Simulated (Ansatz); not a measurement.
**Geometry relaxation, with input and output: NbP (part 2 of 2)**

The same run, continued: NbP (slab, 8 atoms in the cell); DFT PBEsol, scalar-relativistic, plane waves, PAW, no spin polarisation (Ansatz 0.2.0); cutoff 420 eV, 9×9×1 k-mesh, Gaussian smearing of 0.1 eV. The structure derives from a Materials Project entry. The input holds or restrains some coordinates. Forces given for the steps count only the free coordinates. It belongs to a series of runs on one base structure; here: clean slab, lower half held.

Geometry of the input (Å; fractional positions):
```
3.3203  0.0000  0.0000
0.0000  3.3203  0.0000
0.0000  0.0000  26.3965
Nb 0.5000  0.5000  0.3220
P  0.0000  0.0000  0.3572
Nb 0.0000  0.5000  0.4289
P  0.5000  0.0000  0.4641
Nb 0.0000  0.0000  0.5359
P  0.5000  0.5000  0.5711
Nb 0.5000  0.0000  0.6428
P  0.0000  0.5000  0.6780
```

```
WARN: The input density's exchange-correlation potential varies sharply where the density is thin. Do not read a vacuum level from v_tot or v_xc, or from such a field of the output density. On a cell that repeats whose density bears no net charge and no dipole along the vacuum's axis use v_es (v_loc + v_h of the components); under efield.dipole_correction with no amplitude use v_es + v_field, which holds any external_charges[].barrier, or the levels of the report's work_function block, which leave it out; under a non-zero efield.amplitude the vacuum is tilted and has no level; on a cell that repeats and bears such a dipole with no correction it is tilted too, and efield.dipole_correction with no amplitude gives each side of its ramp a level where efield: is served; in a cell that repeats whose density bears a net charge (total_charge, or a fill off its count) it is curved and has none; of a slab under crystal.periodic whose density bears no net charge use v_es, which has a level on each side, short of where the two are joined; of another it falls or rises all the way out and has none; of a slab beside external_charges read slab_vacuum_level instead, which it has where they leave it neutral. The grid or the basis barely resolves most such structure, and the values can differ between equally converged runs; as a rule a tighter scf.convergence.dr2_threshold does not remove it. Where the density itself ripples (under the LDA too) a higher basis.ecutwfc lessens it. The files hold the spikes' plane waves up to the density's cutoff. Files: v_tot and the like, and their columns of v_z.tsv (output.write_potential); v_xc and the like, and their columns of v_comp_z.tsv (output.write_potential_components); where files of the output density stand in their place, no point of their own thin density is over the threshold below, and this is of outcome.potential() and, of a run that writes arrays (npy), the arrays of these names. Measured: with its Gaussian average of σ = 0.25 Å subtracted twice, the exchange-correlation potential is over 0.1 eV at 18 of the grid points where the equally averaged density (valence and model cores) is under 1e-3 e/Å³, and 0.174 eV at the most among them, at an averaged density of 3.4e-7 e/Å³. See output.write_potential in the manual, Limitations
SCF converged after 3 iterations
Free energy (F): -20947.301565 eV
Harris-Foulkes:  -20947.301565 eV  (|F-HF|=8.48e-10)
Internal energy: -20947.275538 eV  (E = F + TS)
E sigma→0 (E₀):  -20947.288552 eV
Entropy (-TS):   -0.026027 eV (-3.253 meV/atom)
Fermi energy:    3.834404 eV
Dipole field:    D = -0.045435 V/Å  (p = -0.073066 e·Å, saw-weighted, corrected)
Work function:   Φ+ = 5.4595 eV   Φ− = 4.2602 eV
Levels:          The Fermi level and band energies are counted from a zero that moves with the ramp; work functions are not
--- Per-component energies (eV) ---
  E_band       = -1073.571623
  E_kinetic    = 1866.017885
  E_local      = -65923.886618  (includes V_loc(G=0)·N_el)
  E_nonlocal   = 620.239351
  E_hartree    = 31963.248891
  E_xc         = -945.440928
  E_vxc        = -1097.362166  (∫ρ·V_xc dr)
  E_paw        = -14287.155629  (= ΣΔE_a)
  E_vpaw       = -464.405507  (= ΣTr[D̂ρ^β])
  E_aug_tail   = 0.000041  (compensation charges beyond the density's cutoff)
  E_efield     = 0.001660  (sawtooth field / dipole correction)
  E_vefield    = -0.671844  (∫n·V_field dr)
  E_ewald      = 25758.760589
  E_core_change = 0.939220  (= ΣΔE_core)
  E_smearing   = -0.026027  (= −TS)
  E_closure    = 0.000000  (closes the sum)
  Σ components = -20947.301565   (vs F -20947.301565, Δ=0.00e0)
--- Forces (eV/Å), atoms counted from 1 ---
  atom   1  Nb     0.00000000     0.00000000     0.92095902
  atom   2  P      0.00000000     0.00000000    -0.63431093
  atom   3  Nb     0.00000000     0.00000000    -0.41546723
  atom   4  P      0.00000000     0.00000000     0.12894865
  atom   5  Nb     0.00000000     0.00000000     0.01005650
  atom   6  P      0.00000000     0.00000000    -0.01723147
  atom   7  Nb     0.00000000     0.00000000     0.01849899
  atom   8  P      0.00000000     0.00000000    -0.01143471
  max |Σ_I F_I| component: 1.88e-5 eV/Å
--- Band table (eV; the first three rows and the last of 25) ---
  k-point 0: bands = ["-51.0992", "-50.8559", "-50.8083", "-50.7348", "-27.2809", "-27.1326", "-27.1283", "-27.0892", "-26.9839", "-26.9295", "-26.9083", "-26.8878", "-26.8147", "-26.8033", "-26.7789", "-26.7115", "-8.7121", "-8.0571", "-7.2151", "-6.4577", "-1.8517", "-0.6159", "0.4381", "0.8224", "1.2670", "1.3117", "1.3151", "1.4367", "1.6147", "1.6810", "2.0723", "2.2278", "2.8797", "2.8831", "3.5911", "3.6458", "3.8110", "4.7957", "5.0173", "5.2378", "5.5156", "6.1783", "6.5347", "6.9987"]
  k-point 1: bands = ["-51.0970", "-50.8535", "-50.8056", "-50.7328", "-27.2765", "-27.1610", "-27.1278", "-27.0859", "-26.9858", "-26.9591", "-26.9443", "-26.8840", "-26.8112", "-26.8004", "-26.7823", "-26.7384", "-8.5437", "-7.9070", "-7.1013", "-6.3657", "-1.8039", "-0.6702", "0.4606", "0.6382", "0.7661", "1.0762", "1.3126", "1.3781", "1.8115", "1.8925", "2.1169", "2.2640", "2.6859", "2.9183", "3.0756", "3.7148", "3.8062", "4.6256", "4.7172", "5.1800", "5.5849", "5.8072", "6.4620", "6.8333"]
  k-point 2: bands = ["-51.0914", "-50.8476", "-50.7990", "-50.7278", "-27.2685", "-27.2399", "-27.1230", "-27.0776", "-27.0564", "-27.0347", "-26.9581", "-26.8745", "-26.8278", "-26.8021", "-26.7931", "-26.7698", "-8.0736", "-7.5050", "-6.8023", "-6.1268", "-1.7323", "-0.9561", "-0.3402", "0.2931", "0.5075", "0.7764", "1.1379", "1.1882", "1.8259", "2.0707", "2.1010", "2.2570", "2.5584", "2.7170", "3.1927", "3.9184", "4.0487", "4.1983", "4.2928", "5.0715", "5.3502", "5.7460", "5.8669", "6.5687"]
  k-point 24: bands = ["-51.0626", "-50.8180", "-50.7689", "-50.6999", "-27.3475", "-27.3229", "-27.2049", "-27.1968", "-27.1598", "-27.1510", "-27.0477", "-27.0141", "-26.9781", "-26.9763", "-26.8421", "-26.7949", "-6.4629", "-6.3787", "-6.2588", "-5.5938", "-1.3875", "-1.3038", "-1.1096", "-0.8993", "-0.6206", "-0.3001", "0.2429", "0.3087", "0.3422", "1.0012", "1.1394", "2.9013", "3.0329", "3.3575", "3.6013", "4.6584", "4.8170", "5.6496", "6.1502", "6.6456", "6.9336", "6.9677", "6.9936", "7.2058"]
--- Relaxed structure (4 steps of the walk, 4 accepted, 0 SCFs on fresh bases) ---
  F+E_penalty+E_count = -20947.30156544 eV   max|allowed force component| = 1.850e-2 eV/Å
  atoms:
    - { symbol: Nb, position: [0.5000000000000001, 0.5000000000000001, 0.32201279260000004] }
    - { symbol: P, position: [0.0, 0.0, 0.3571946193000001] }
    - { symbol: Nb, position: [0.0, 0.5000000000000001, 0.4289436553000001] }
    - { symbol: P, position: [0.5000000000000001, 0.0, 0.4641254820000001] }
    - { symbol: Nb, position: [0.0, 0.0, 0.5352490494629047] }
    - { symbol: P, position: [0.5000000000000001, 0.5000000000000001, 0.5713649088264392] }
    - { symbol: Nb, position: [0.5000000000000001, 0.0, 0.6435057844626894] }
    - { symbol: P, position: [0.0, 0.5000000000000001, 0.6774752476772221] }
```

### Trajectory as extended XYZ (Å, eV, eV/Å), 4 frames, from step=1 to step=4
```
8
Lattice="3.3203 0.0000 0.0000 0.0000 3.3203 0.0000 0.0000 0.0000 26.3965" Properties=species:S:1:pos:R:3:forces:R:3 step=1 energy=-20947.29373
Nb    1.6601    1.6601    8.5000    0.0000   0.0000   0.9231
P     0.0000    0.0000    9.4287    0.0000   0.0000  -0.6292
Nb    0.0000    1.6601   11.3226    0.0000   0.0000  -0.3852
P     1.6601    0.0000   12.2513    0.0000   0.0000   0.2225
Nb    0.0000    0.0000   14.1452    0.0000   0.0000  -0.3717
P     1.6601    1.6601   15.0739    0.0000   0.0000   0.1081
Nb    1.6601    0.0000   16.9678    0.0000   0.0000   0.3196
P     0.0000    1.6601   17.8965    0.0000   0.0000  -0.1864
8
Lattice="3.3203 0.0000 0.0000 0.0000 3.3203 0.0000 0.0000 0.0000 26.3965" Properties=species:S:1:pos:R:3:forces:R:3 step=2 energy=-20947.29764
Nb    1.6601    1.6601    8.5000    0.0000   0.0000   0.9177
P     0.0000    0.0000    9.4287    0.0000   0.0000  -0.6359
Nb    0.0000    1.6601   11.3226    0.0000   0.0000  -0.4219
P     1.6601    0.0000   12.2513    0.0000   0.0000   0.1279
Nb    0.0000    0.0000   14.1244    0.0000   0.0000   0.2718
P     1.6601    1.6601   15.1020    0.0000   0.0000  -0.1326
Nb    1.6601    0.0000   17.0149    0.0000   0.0000  -0.1587
P     0.0000    1.6601   17.9033    0.0000   0.0000   0.0321
8
Lattice="3.3203 0.0000 0.0000 0.0000 3.3203 0.0000 0.0000 0.0000 26.3965" Properties=species:S:1:pos:R:3:forces:R:3 step=3 energy=-20947.30157
Nb    1.6601    1.6601    8.5000    0.0000   0.0000   0.9210
P     0.0000    0.0000    9.4287    0.0000   0.0000  -0.6343
Nb    0.0000    1.6601   11.3226    0.0000   0.0000  -0.4155
P     1.6601    0.0000   12.2513    0.0000   0.0000   0.1289
Nb    0.0000    0.0000   14.1287    0.0000   0.0000   0.0104
P     1.6601    1.6601   15.0820    0.0000   0.0000  -0.0171
Nb    1.6601    0.0000   16.9863    0.0000   0.0000   0.0182
P     0.0000    1.6601   17.8830    0.0000   0.0000  -0.0116
8
Lattice="3.3203 0.0000 0.0000 0.0000 3.3203 0.0000 0.0000 0.0000 26.3965" Properties=species:S:1:pos:R:3:forces:R:3 step=4 energy=-20947.30157
Nb    1.6601    1.6601    8.5000    0.0000   0.0000   0.9210
P     0.0000    0.0000    9.4287    0.0000   0.0000  -0.6343
Nb    0.0000    1.6601   11.3226    0.0000   0.0000  -0.4155
P     1.6601    0.0000   12.2513    0.0000   0.0000   0.1289
Nb    0.0000    0.0000   14.1287    0.0000   0.0000   0.0101
P     1.6601    1.6601   15.0820    0.0000   0.0000  -0.0172
Nb    1.6601    0.0000   16.9863    0.0000   0.0000   0.0185
P     0.0000    1.6601   17.8830    0.0000   0.0000  -0.0114
```

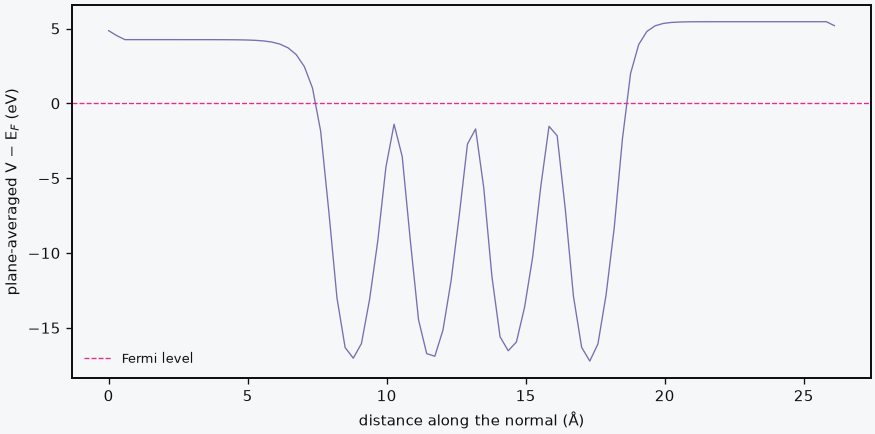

Fig. 1: Plane average of the electrostatic potential energy of an electron across the cell, from the Fermi level. The vacuum level lies 5.46 eV above the Fermi level on the upper side and 4.26 eV on the lower.

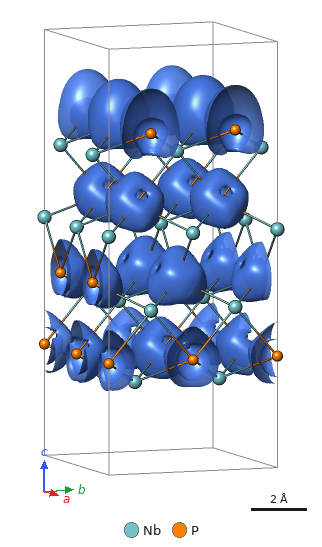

Fig. 2: Isosurface of the ELF at 0.7 (blue), seen slightly off an axis. Core shells and regions of very low density are left out. Sticks mark near contacts. Values along the shortest contacts: Nb–P (2.51 Å): the ELF is about 0.35 at the midpoint; no shared pair; the contact is polar. In a PAW calculation such maps are meaningful between the atoms, not at the nuclei.

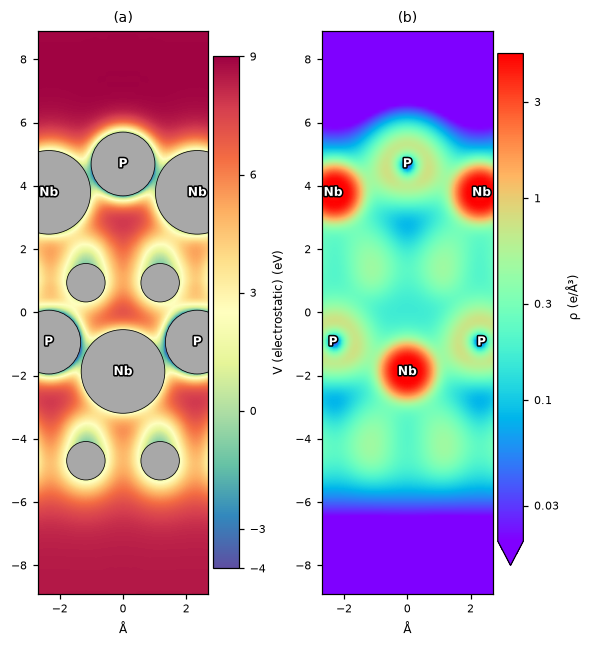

Fig. 3: (a) electrostatic potential (local pseudopotential plus Hartree) felt by an electron; (b) valence charge density (pseudo) on the (110) plane of the calculation cell, a cut from vacuum to vacuum. Grey discs, where drawn, cover atomic cores. Nb–P (2.52 Å): the density is about 0.45 e/Å³ at the midpoint. The density dies away to nearly zero in the vacuum.

### Summary

| quantity | value |
| --- | --- |
| outcome | converged under the restraints of the input |
| electrons treated | 72 |
| free energy | −20947.3016 eV |
| work function, top face | 5.46 eV |
| work function, bottom face | 4.26 eV |
| Fermi energy | 3.834 eV |
| gap on the k-point mesh | none (metallic) |
| final volume | 291.00 Å³ |
| work function (upper face) | 5.46 eV |
| largest force (length of the vector) at the end, held atoms and coordinates included | 0.921 eV/Å |
| hardware | 2 threads of Intel Xeon @ 2.70GHz, 189 GiB of memory available, shared host |
| wall time | 73 s (CPU time 2.4 min) |
| peak memory | 0.67 GiB |

Warnings of the run: the exchange-correlation potential is rough where the density is thin.
